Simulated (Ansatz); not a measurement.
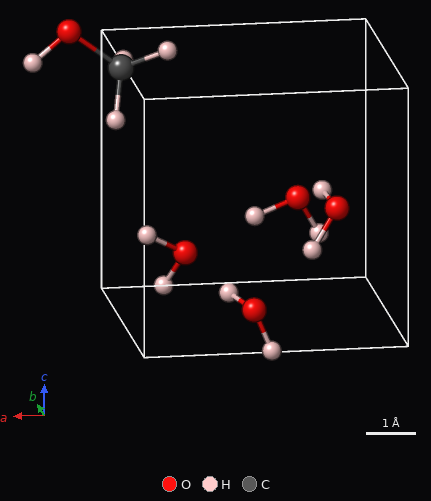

Starting frame of a dynamics run of a periodic cell with 4 H2O + 1 CH3OH at 1.027 g/cm³. Style: ball-and-stick. Shown: the simulation cell, from a free direction.

Theory: DFT PBE-D3(BJ), scalar-relativistic, plane waves, PAW (Ansatz).

Input file:
```yaml
crystal:
  lattice:
    - [5.521131, 0.0, 0.0]
    - [0.0, 5.521131, 0.0]
    - [0.0, 0.0, 5.521131]
  atoms:
    - { symbol: O, position: [0.40086864, 0.08006659, 0.5674214] }
    - { symbol: H, position: [0.34282598, -0.05744405, 0.46481728] }
    - { symbol: H, position: [0.55615526, 0.12849847, 0.4893159] }
    - { symbol: O, position: [0.4955425, 0.51309793, 1.01963053] }
    - { symbol: H, position: [0.44619743, 0.40763011, 0.8883528] }
    - { symbol: H, position: [0.60877989, 0.41090158, 1.11894736] }
    - { symbol: O, position: [0.17361045, 0.5667467, 0.38585466] }
    - { symbol: H, position: [0.27041214, 0.54764938, 0.23315132] }
    - { symbol: H, position: [0.24944615, 0.44507979, 0.49250737] }
    - { symbol: O, position: [0.79591236, 0.27072769, 0.31963092] }
    - { symbol: H, position: [0.91965432, 0.4005077, 0.35797618] }
    - { symbol: H, position: [0.8966587, 0.15527322, 0.22892306] }
    - { symbol: C, position: [-0.06010534, -0.11549224, 0.87767074] }
    - { symbol: O, position: [0.10972869, 0.0526546, 0.97931235] }
    - { symbol: H, position: [-0.24668801, -0.05010826, 0.91785533] }
    - { symbol: H, position: [0.24600023, 0.05950905, 0.86225803] }
    - { symbol: H, position: [-0.03771499, -0.12877279, 0.67896486] }
    - { symbol: H, position: [-0.0393381, -0.29909866, 0.9586973] }
basis:
  ecutwfc: 420.0
kpoints:
  mp_grid: { grid: [1, 1, 1] }
hamiltonian:
  xc: pbe
  dispersion: d3bj
scf:
  occupations: { method: fermi_dirac, width: 0.02 }
  lower_state_search: "off"
md:
  timestep: 0.5
  n_steps: 300
  ensemble: nvt_langevin
  temperature: 1500.0
  initial_velocities: maxwell_boltzmann
  seed: 484858
  friction: 0.02
```

Command:
```bash
ansatz run input.yaml --threads 1 --pin off --max-ram 3072MiB --backend cpu --events-out ev --progress --plain --runs-dir out
```

Predict how the run goes.

Answer. The mean temperature in the second half is 1365 K (standard deviation 370 K). The potential energy in the second half lies on average 133 meV per atom above the first frame. Root-mean-square distances from the starting positions over the second half, with the common drift of all atoms taken out: H 1.00 Å, O 0.89 Å, C 0.75 Å. The heavy atoms stay within a fraction of a molecule's size of their starting places; so short a run doesn't tell a liquid from a solid.

Along the run (each row but the first and the last is the mean over the interval that it begins):

```
time (fs)  potential energy (meV/atom)  T (K)
      0.0                          0.0   1417
     18.5                         99.6   1226
     37.0                        120.5   1130
     55.5                        121.8   1087
     74.0                        123.6    956
     92.5                        147.8   1173
    111.0                        127.2   1438
    129.5                        134.9   1816
    148.0                        130.9   1880
```

The paths of the atoms:

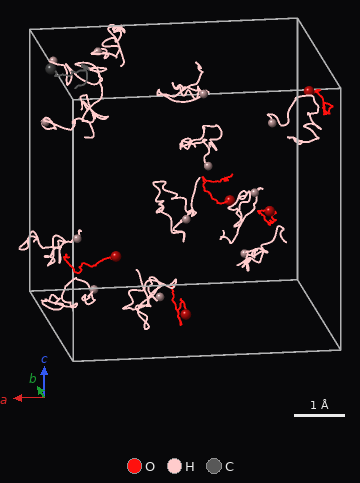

Limits of the set-up: the periodic images lie only 5.5 Å apart, so the values are limited by the cell's size.

The run took 4.2 min on 1 thread of Arm Neoverse V1, with other jobs on the host, peak memory 0.3 GiB.
